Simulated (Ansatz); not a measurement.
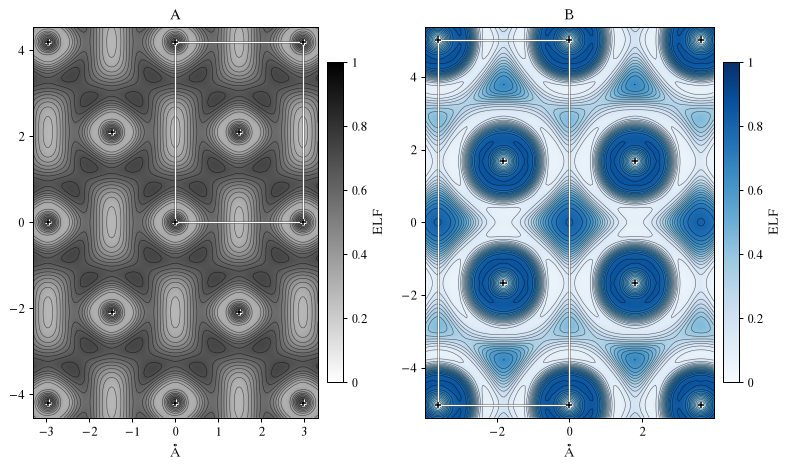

The electron localisation function of 2 systems, each on a plane through atoms (crosses mark nuclei in the plane).

Computed with DFT, RPBE, plane waves (420 eV) with PAW, scalar-relativistic in Ansatz.

System 1: Si, the (101̄) plane of the conventional cell. Space group Im-3m; set up as Si, bcc; a generated structure, not necessarily the stable one; changed on purpose from its base cell (volume × 0.88); computed pressure about 16 GPa in this cell.

System 2: Y, the (110) plane of the conventional cell. Space group P6/mmm; set up as Y, omega (AlB2-type); a generated structure, not necessarily the stable one; changed on purpose from its base cell (volume × 1.04); computed without spin polarisation.

```
Y
1.0
     5.80413    0.00000    0.00000
    -2.90207    5.02653    0.00000
     0.00000    0.00000    3.62250
Y
3
Direct
  0.00000 0.00000 0.00000
  0.33333 0.66667 0.50000
  0.66667 0.33333 0.50000
```

Which map belongs to which system?

Panel A is system 1, Si: the plane holds Si. Si–Si (2.57 Å): the ELF peaks at about 0.75 between the atoms. Panel B is system 2, Y: the plane holds Y. Y–Y (3.35 Å): the ELF is about 0.10 at the midpoint (no shared electron pair shows on this line).
